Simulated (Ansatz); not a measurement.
## Geometry relaxation, with input and output: WSi2 (part 1 of 2)

System: WSi2 (slab, 12 atoms in the cell).
Method: DFT PBEsol, scalar-relativistic, plane waves, PAW, no spin polarisation (Ansatz 0.2.0).

The structure derives from an entry of the Crystallography Open Database. The input holds or restrains some coordinates. Forces given for the steps count only the free coordinates. It belongs to a series of runs on one base structure; here: clean slab, lower half held.

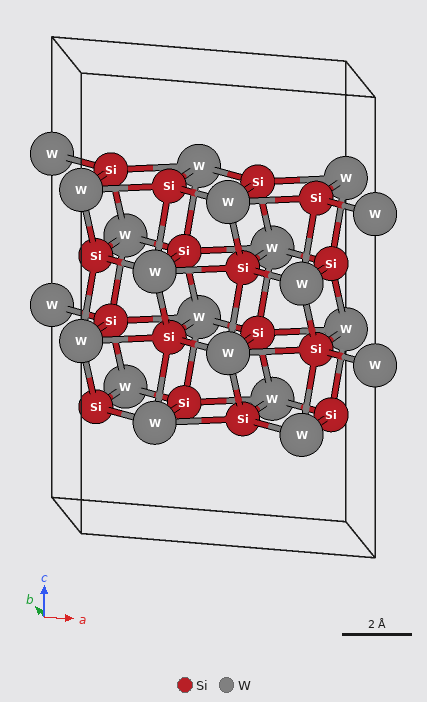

Figure 1. The starting structure (ball-and-stick view of the 2 × 1 repeat of the cell, with the vacuum cut short, seen slightly off an axis). An atom can appear more than once, as a periodic image.

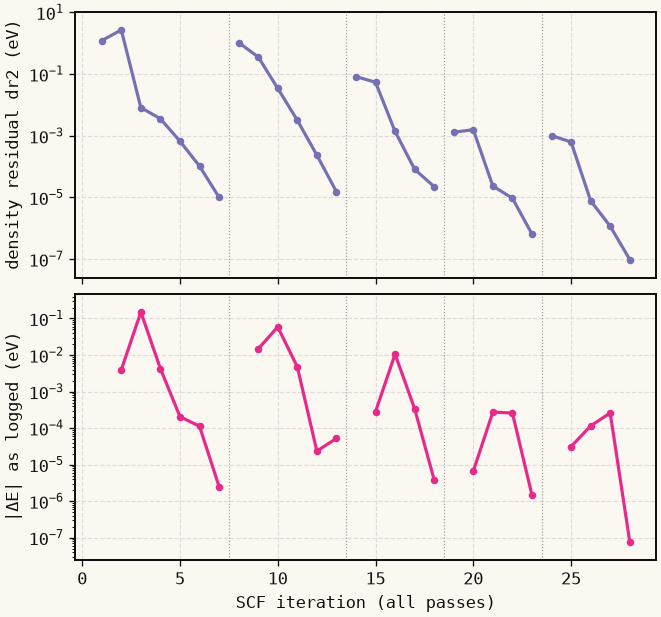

Figure 2. Convergence of the self-consistent field: density residual dr2 and size of the energy change against the SCF iteration. The dotted lines part the SCF passes of the relaxation: geometry steps, rejected trials and re-solves on a re-selected basis. The 5 passes take 5 to 7 iterations each, 28 in all.

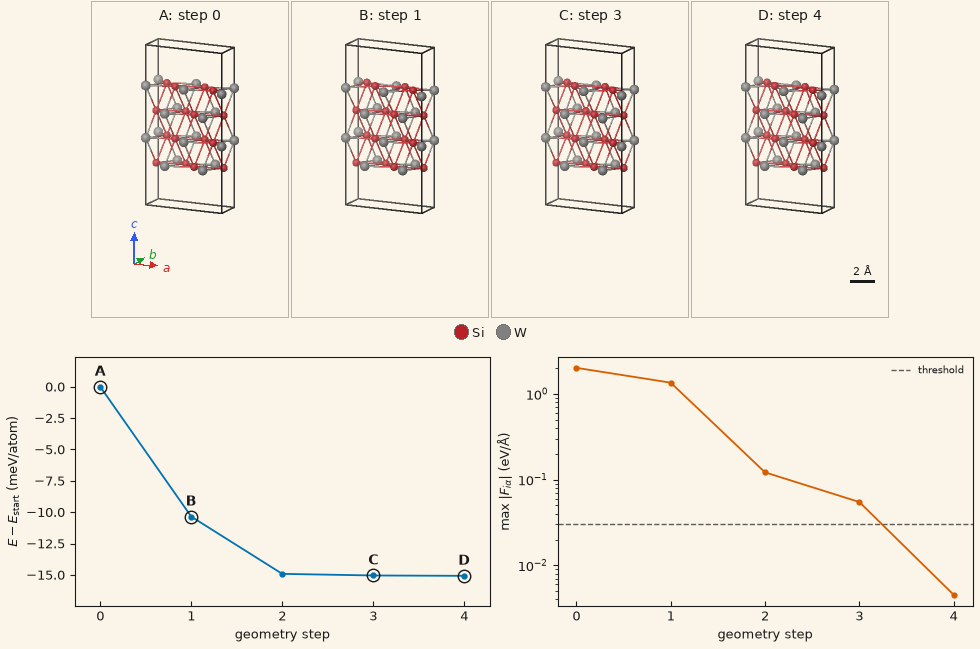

Figure 3. Frames of the restrained relaxation (ball-and-stick view of the 2 × 1 repeat of the cell, with the vacuum cut short, seen slightly off an axis) above the curves, on which the letters mark them (the first geometry is step 0 here and step 1 in the log).

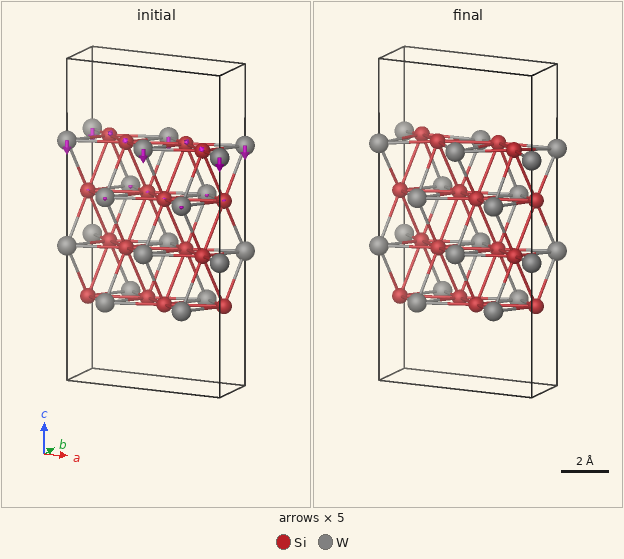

Figure 4. Before (left) and after (right) the restrained relaxation, at one scale (ball-and-stick view of the 2 × 1 repeat of the cell, with the vacuum cut short, seen slightly off an axis). The pink arrows give the displacements, magnified 5 times. After 4 geometry steps the energy has fallen by 15.1 meV per atom. Largest force component: 2 eV/Å at the start, 0.0045 eV/Å at the end. W12 moves most: 0.13 Å. By element the largest moves are W 0.13 Å, Si 0.05 Å. The cell doesn't change. Distances before and after: Si7–W12 2.608 → 2.487 Å, Si10–Si11 2.587 → 2.523 Å, W9–Si10 2.608 → 2.657 Å, Si10–W12 2.614 → 2.651 Å. (Atoms are counted from 1 in the order of the input.)

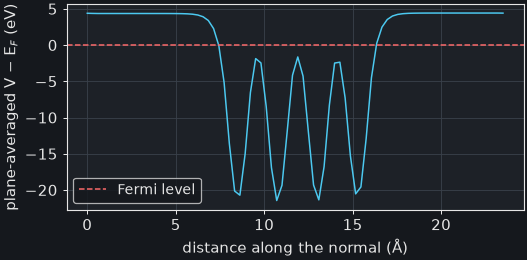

Figure 5. Plane average of the electrostatic potential energy of an electron across the cell, from the Fermi level. The vacuum level lies 4.43 eV above the Fermi level on the upper side and 4.37 eV on the lower.

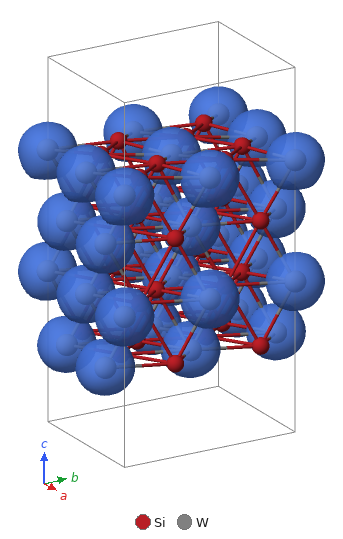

Figure 6. Isosurface of the valence pseudo-density at 0.6 e/Å³ (blue), seen slightly off an axis. Sticks mark near contacts. At this value the density breaks into separate islands; it holds about 45 % of the electrons treated as valence (semicore included). It is pinched off along the Si–W (2.49 Å), Si–Si (2.52 Å), Si–W (2.58 Å) and Si–Si (2.59 Å) contacts. On the grid the lowest density along these lines, outside the cores, is 0.5 e/Å³ (Si–W, 2.49 Å), 0.36 e/Å³ (Si–Si, 2.52 Å), 0.44 e/Å³ (Si–W, 2.58 Å) and 0.33 e/Å³ (Si–Si, 2.59 Å). Core electrons are frozen (PAW), so the fields are smoothed inside the atomic spheres.

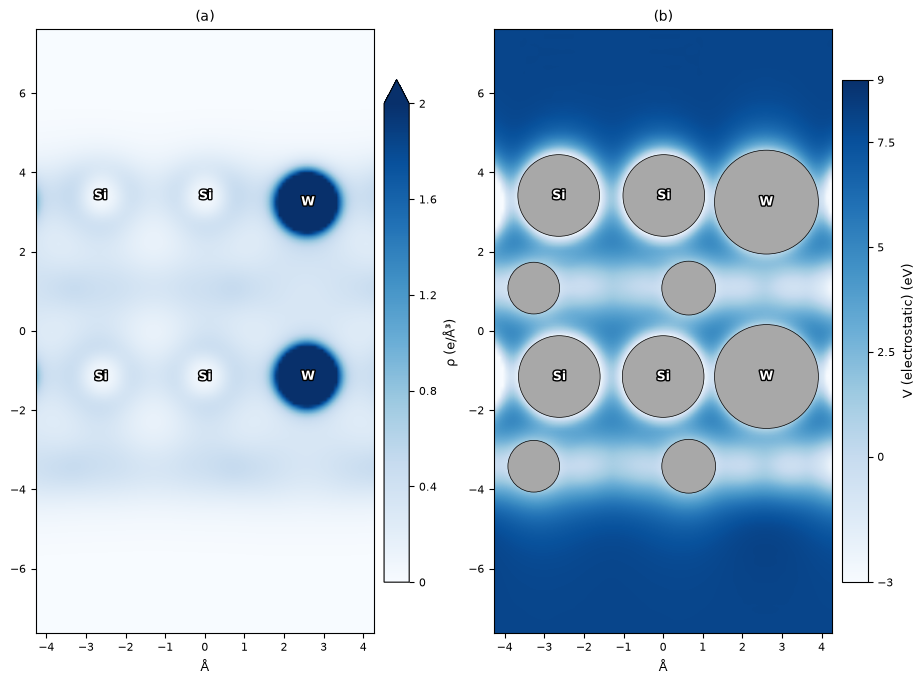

Figure 7. (a) valence electron density; (b) electrostatic potential energy of an electron on the (110) plane of the calculation cell, a cut from vacuum to vacuum. Grey discs, where drawn, cover atomic cores. Atoms in the plane: Si and W. Si–W (2.61 Å): ρ at the midpoint is about 0.42 e/Å³. Si–Si (2.62 Å): the density is about 0.33 e/Å³ at the midpoint, a local maximum along the line. The density dies away to nearly zero in the vacuum.

These pictures come from the run below.

## The input
```yaml
crystal:
  lattice:
    - [4.5290183165, 0.0, 0.0]
    - [-2.2645091583, 3.9078662618, 0.0]
    - [0.0, 0.0, 23.7935274748]
  atoms:
    - { symbol: Si, position: [0.1655010553, 0.3310021106, 0.3572400103] }
    - { symbol: Si, position: [0.8344989447, 0.6689978894, 0.3572400103] }
    - { symbol: W, position: [0.5, 0.0, 0.3572400103] }
    - { symbol: Si, position: [0.6655010553, 0.3310021106, 0.4524133368] }
    - { symbol: Si, position: [0.3344989447, 0.6689978894, 0.4524133368] }
    - { symbol: W, position: [0.0, 0.0, 0.4524133368] }
    - { symbol: Si, position: [0.1655010553, 0.3310021106, 0.5475866632] }
    - { symbol: Si, position: [0.8344989447, 0.6689978894, 0.5475866632] }
    - { symbol: W, position: [0.5, 0.0, 0.5475866632] }
    - { symbol: Si, position: [0.6655010553, 0.3310021106, 0.6427599897] }
    - { symbol: Si, position: [0.3344989447, 0.6689978894, 0.6427599897] }
    - { symbol: W, position: [0.0, 0.0, 0.6427599897] }
basis:
  ecutwfc: 420
kpoints:
  mp_grid: { grid: [7, 7, 1] }
hamiltonian:
  xc: pbesol
scf:
  occupations: { method: gaussian, width: 0.1 }
output:
  forces: true
  eigenvalues: true
  write_density: true
  write_potential: true
  elf: true
  volumetric_format: npy
relax:
  adjacent_minimum: "off"
  f_tol: 0.03
  max_steps: 70
  constraints: [{ sites: [0, 1, 2, 3, 4, 5] }]
efield:
  axis: 3
  dipole_correction: true
  ramp_width: 0.04
```

Launch command:
```bash
ansatz run input.yaml --threads 2 --pin off --max-ram 5120MiB --backend cpu --events-out ev --progress --plain --runs-dir out
```

## What the program printed
```
Engine: ansatz 0.2.0, aarch64-unknown-linux-gnu
Pseudopotentials: kind: paw
Pseudopotential: Si, paw, valence charge 4, recommended cutoff 420 eV (normal), Si.paw.azcp
Pseudopotential: W, paw, valence charge 14, recommended cutoff 420 eV (normal), W.paw.azcp
Functional definition: PBEsol
  exchange = pbesol_x
  correlation = pbesol_c
Crystal: 12 atoms, lattice volume = 421.117 Å³
Basis set: ecut = 420 eV, 8217 PW (Γ), exchange–correlation on 64×64×320 points (8 copies of the dense FFT grid, shifted against one another)
Bands: 56, of which v1, the nominal top of the filled ones, is band 44 counted from 1 (43 counted from 0)
Symmetry: 4 space group operations
k-points: 16 of 49
Non-local potential: Si, projectors of the file, l = 0: 2, l = 1: 2, l = 2: 2
Non-local potential: W, projectors of the file, l = 0: 3, l = 1: 2, l = 2: 2, l = 3: 1
PAW form: soft (Blöchl's): semilocal exchange-correlation on the pseudo side does not see the compensation charge
PAW frozen core: Si, regenerated for the run's functional, and the local potential with it (the file was generated under x = pbe(κ = 0.804, μ = 0.2195149727645171), c = pbe(β = 0.06672455060314922))
PAW frozen core: W, regenerated for the run's functional, and the local potential with it (the file was generated under x = pbe(κ = 0.804, μ = 0.2195149727645171), c = pbe(β = 0.06672455060314922))
PAW one-centre angular grid: Si, 110 points (default); XC on 64 Gauss nodes
PAW one-centre angular grid: W, 590 points (default); XC on 64 Gauss nodes
Initial density: superposition of atomic densities (neutral atoms: chi_scale 0, normalization atom), corrected by the library's trained network
Initial wavefunctions: pseudopotential atomic-orbital guess
Functional: x = pbesol(κ = 0.804, μ = 0.12345679012345678), c = pbesol(β = 0.046)
SCF iter   1: F=—  HF=-45997.807761 eV  |F-HF|=—  |Δ(HF+E_count)|=         —  Δρ=6.74e-3  dr2=1.21e0  ethr=1.77e-3  p=0.000 e·Å  D=4.14e-14 V/Å  ΔV_dip=-0.00 eV  dr2_dipole=1.07e-8  V_vac-E_F(+/−)=4.40/4.40 eV  ⟨swp⟩=11.4  Hψ=5391  notcnv=0
efield: sawtooth ramp at fractional position 0.9800 (placed from the atoms, in the widest stretch of the axis that holds none; the zero of the levels goes with the place), width 0.0400; the density the first Hamiltonian is built on has a dipole p = 0.000 e·Å; the dipole correction subtracts the counter field D = 4.14e-14 V/Å, which shifts the + side's vacuum level by -0.00 eV against the − side's; the planar-averaged density in the ramp window peaks in size at 2.3e-5 e/Å³
preconditioner: auto → LDOS  [metal: Δε(μ)=0.035 eV  Ē_g=6.841 eV  σ=0.100 eV  W_gap=0.19  n_scr=80 (ndim 8)  ℏωp=13.5 eV  f_vac=0.536  D(μ)=5.07/eV (n_scr^D=10)  β→1.0]
SCF iter   2: F=—  HF=-45997.811704 eV  |F-HF|=—  |Δ(HF+E_count)|=   3.94e-3  Δρ=8.61e-3  dr2=2.69e0  ethr=1.38e-3  p=-0.000 e·Å  D=-1.34e-6 V/Å  ΔV_dip=0.00 eV  dr2_dipole=6.73e-8  V_vac-E_F(+/−)=4.25/4.25 eV  ⟨swp⟩=3.8  Hψ=1610  notcnv=1  defer=66
SCF iter   3: F=—  HF=-45997.661891 eV  |F-HF|=—  |Δ(HF+E_count)|=   1.50e-1  Δρ=1.61e-3  dr2=8.17e-3  ethr=1.38e-3  p=0.000 e·Å  D=2.80e-7 V/Å  ΔV_dip=-0.00 eV  dr2_dipole=1.63e-10  V_vac-E_F(+/−)=4.40/4.40 eV  ⟨swp⟩=2.7  Hψ=1187  notcnv=0  defer=66
SCF iter   4: F=—  HF=-45997.666144 eV  |F-HF|=—  |Δ(HF+E_count)|=   4.25e-3  Δρ=5.11e-4  dr2=3.56e-3  ethr=9.29e-6  p=0.000 e·Å  D=3.49e-7 V/Å  ΔV_dip=-0.00 eV  dr2_dipole=5.80e-11  V_vac-E_F(+/−)=4.39/4.39 eV  ⟨swp⟩=2.9  Hψ=1903  notcnv=0  defer=63
SCF iter   5: F=—  HF=-45997.665939 eV  |F-HF|=—  |Δ(HF+E_count)|=   2.05e-4  Δρ=2.23e-4  dr2=6.67e-4  ethr=4.05e-6  p=0.000 e·Å  D=1.49e-7 V/Å  ΔV_dip=-0.00 eV  dr2_dipole=1.66e-11  V_vac-E_F(+/−)=4.37/4.37 eV  ⟨swp⟩=2.7  Hψ=1471  notcnv=0  defer=63
SCF iter   6: F=—  HF=-45997.665827 eV  |F-HF|=—  |Δ(HF+E_count)|=   1.12e-4  Δρ=7.60e-5  dr2=1.04e-4  ethr=7.58e-7  p=0.000 e·Å  D=1.17e-7 V/Å  ΔV_dip=-0.00 eV  dr2_dipole=3.67e-12  V_vac-E_F(+/−)=4.37/4.37 eV  ⟨swp⟩=2.8  Hψ=1562  notcnv=0  defer=63
SCF iter   7: F=-45997.665828 eV  HF=-45997.665830 eV  |F-HF|=1.87e-6  |Δ(HF+E_count)|=   2.49e-6  Δρ=3.06e-5  dr2=1.01e-5  ethr=2.56e-8  p=0.000 e·Å  D=5.02e-8 V/Å  ΔV_dip=-0.00 eV  dr2_dipole=2.65e-13  V_vac-E_F(+/−)=4.36/4.36 eV  ⟨swp⟩=26.9  Hψ=10968  notcnv=0
SCF 1 converged in 7 iterations: F = -45997.665828 eV  dr2 = 1.01e-5
  greatest PAW one-centre occupation: 1.000 electrons in one spin orbital (limit 2), on the W atom at site 8 (counted from 0), in its partial waves of l = 0
relax step   1: F+E_penalty+E_count = -45997.66582784 eV  Δ(F+E_penalty+E_count) = +0.000e0 eV  max|allowed force component| = 2.018e0 eV/Å  Δτ_max = 0.0000 Å  (7 SCF iters, dr2 threshold 2.25e-5 eV, accepted)
Initial density: handed on by an earlier stage of this run
Initial wavefunctions: those handed on with the density
iter 1 solved again at ethr=1.15e-3 eV; its pass at ethr=3.10e-3 eV (dr2=1.01e0 eV) is discarded
SCF iter   1: F=—  HF=-45997.868066 eV  |F-HF|=—  |Δ(HF+E_count)|=         —  Δρ=6.87e-3  dr2=1.05e0  ethr=1.15e-3  p=-0.000 e·Å  D=-3.37e-8 V/Å  ΔV_dip=0.00 eV  dr2_dipole=2.50e-1  V_vac-E_F(+/−)=4.43/4.43 eV  ⟨swp⟩=2.0  Hψ=3533  notcnv=0  defer=67
efield: sawtooth ramp at fractional position 0.9800 (handed on by an earlier solve), width 0.0400; the density the first Hamiltonian is built on has a dipole p = -0.000 e·Å; the dipole correction subtracts the counter field D = -3.37e-8 V/Å, which shifts the + side's vacuum level by +0.00 eV against the − side's; the planar-averaged density in the ramp window peaks in size at 1.1e-6 e/Å³
preconditioner: auto → LDOS  [metal: Δε(μ)=0.023 eV  Ē_g=6.901 eV  σ=0.100 eV  W_gap=0.13  n_scr=80 (ndim 8)  ℏωp=13.5 eV  f_vac=0.538  D(μ)=6.56/eV (n_scr^D=30)  β→1.0]
SCF iter   2: F=—  HF=-45997.853380 eV  |F-HF|=—  |Δ(HF+E_count)|=   1.47e-2  Δρ=4.23e-3  dr2=3.59e-1  ethr=1.15e-3  p=0.005 e·Å  D=2.33e-3 V/Å  ΔV_dip=-0.06 eV  dr2_dipole=2.66e-5  V_vac-E_F(+/−)=4.29/4.34 eV  ⟨swp⟩=3.1  Hψ=1518  notcnv=0  defer=67
SCF iter   3: F=—  HF=-45997.794720 eV  |F-HF|=—  |Δ(HF+E_count)|=   5.87e-2  Δρ=1.29e-3  dr2=3.44e-2  ethr=4.08e-4  p=-0.006 e·Å  D=-2.50e-3 V/Å  ΔV_dip=0.06 eV  dr2_dipole=2.94e-3  V_vac-E_F(+/−)=4.44/4.38 eV  ⟨swp⟩=2.6  Hψ=1506  notcnv=0  defer=68
SCF iter   4: F=—  HF=-45997.789959 eV  |F-HF|=—  |Δ(HF+E_count)|=   4.76e-3  Δρ=3.74e-4  dr2=3.19e-3  ethr=3.91e-5  p=-0.004 e·Å  D=-1.80e-3 V/Å  ΔV_dip=0.04 eV  dr2_dipole=9.87e-4  V_vac-E_F(+/−)=4.43/4.38 eV  ⟨swp⟩=3.0  Hψ=1627  notcnv=0  defer=74
SCF iter   5: F=—  HF=-45997.789982 eV  |F-HF|=—  |Δ(HF+E_count)|=   2.34e-5  Δρ=1.37e-4  dr2=2.36e-4  ethr=3.63e-6  p=-0.005 e·Å  D=-2.11e-3 V/Å  ΔV_dip=0.05 eV  dr2_dipole=3.29e-5  V_vac-E_F(+/−)=4.44/4.39 eV  ⟨swp⟩=2.1  Hψ=1224  notcnv=0  defer=74
SCF iter   6: F=-45997.790037 eV  HF=-45997.790034 eV  |F-HF|=2.72e-6  |Δ(HF+E_count)|=   5.19e-5  Δρ=4.94e-5  dr2=1.54e-5  ethr=1.14e-7  p=-0.005 e·Å  D=-2.32e-3 V/Å  ΔV_dip=0.06 eV  dr2_dipole=6.67e-7  V_vac-E_F(+/−)=4.44/4.39 eV  ⟨swp⟩=29.1  Hψ=11857  notcnv=0
SCF 2 converged in 6 iterations: F = -45997.790037 eV  dr2 = 1.54e-5
relax step   2: F+E_penalty+E_count = -45997.79003664 eV  Δ(F+E_penalty+E_count) = -1.242e-1 eV  max|allowed force component| = 1.355e0 eV/Å  Δτ_max = 0.1987 Å  (6 SCF iters, dr2 threshold 1.00e-4 eV, accepted)
SCF iter   1: F=—  HF=-45997.855997 eV  |F-HF|=—  |Δ(HF+E_count)|=         —  Δρ=2.37e-3  dr2=8.27e-2  ethr=1.37e-3  p=-0.005 e·Å  D=-2.32e-3 V/Å  ΔV_dip=0.06 eV  dr2_dipole=1.14e-2  V_vac-E_F(+/−)=4.44/4.38 eV  ⟨swp⟩=3.9  Hψ=1617  notcnv=0  defer=72
efield: sawtooth ramp at fractional position 0.9800 (handed on by an earlier solve), width 0.0400; the density the first Hamiltonian is built on has a dipole p = -0.005 e·Å; the dipole correction subtracts the counter field D = -2.32e-3 V/Å, which shifts the + side's vacuum level by +0.06 eV against the − side's; the planar-averaged density in the ramp window peaks in size at 1.3e-7 e/Å³
preconditioner: auto → LDOS  [metal: Δε(μ)=0.052 eV  Ē_g=6.856 eV  σ=0.100 eV  W_gap=0.27  n_scr=80 (ndim 8)  ℏωp=13.5 eV  f_vac=0.536  D(μ)=5.79/eV (n_scr^D=10)  β→1.0]
SCF iter   2: F=—  HF=-45997.855717 eV  |F-HF|=—  |Δ(HF+E_count)|=   2.80e-4  Δρ=1.64e-3  dr2=5.43e-2  ethr=9.39e-5  p=-0.009 e·Å  D=-4.07e-3 V/Å  ΔV_dip=0.10 eV  dr2_dipole=2.21e-5  V_vac-E_F(+/−)=4.48/4.39 eV  ⟨swp⟩=3.1  Hψ=1916  notcnv=0  defer=65
SCF iter   3: F=—  HF=-45997.845151 eV  |F-HF|=—  |Δ(HF+E_count)|=   1.06e-2  Δρ=3.46e-4  dr2=1.38e-3  ethr=6.17e-5  p=-0.005 e·Å  D=-2.26e-3 V/Å  ΔV_dip=0.05 eV  dr2_dipole=7.27e-5  V_vac-E_F(+/−)=4.43/4.38 eV  ⟨swp⟩=2.0  Hψ=1347  notcnv=0  defer=65
SCF iter   4: F=—  HF=-45997.844814 eV  |F-HF|=—  |Δ(HF+E_count)|=   3.38e-4  Δρ=1.05e-4  dr2=8.18e-5  ethr=1.57e-6  p=-0.006 e·Å  D=-2.74e-3 V/Å  ΔV_dip=0.07 eV  dr2_dipole=4.04e-7  V_vac-E_F(+/−)=4.44/4.38 eV  ⟨swp⟩=3.1  Hψ=1689  notcnv=0  defer=65
SCF iter   5: F=-45997.844803 eV  HF=-45997.844818 eV  |F-HF|=1.44e-5  |Δ(HF+E_count)|=   3.80e-6  Δρ=4.12e-5  dr2=2.24e-5  ethr=9.30e-8  p=-0.007 e·Å  D=-2.80e-3 V/Å  ΔV_dip=0.07 eV  dr2_dipole=2.96e-6  V_vac-E_F(+/−)=4.44/4.37 eV  ⟨swp⟩=28.6  Hψ=11923  notcnv=0
SCF 3 converged in 5 iterations: F = -45997.844803 eV  dr2 = 2.24e-5
  greatest PAW one-centre occupation: 1.000 electrons in one spin orbital (limit 2), on the W atom at site 5 (counted from 0), in its partial waves of l = 0
relax step   3: F+E_penalty+E_count = -45997.84480315 eV  Δ(F+E_penalty+E_count) = -5.477e-2 eV  max|allowed force component| = 1.217e-1 eV/Å  Δτ_max = 0.0657 Å  (5 SCF iters, dr2 threshold 1.00e-4 eV, accepted)
```
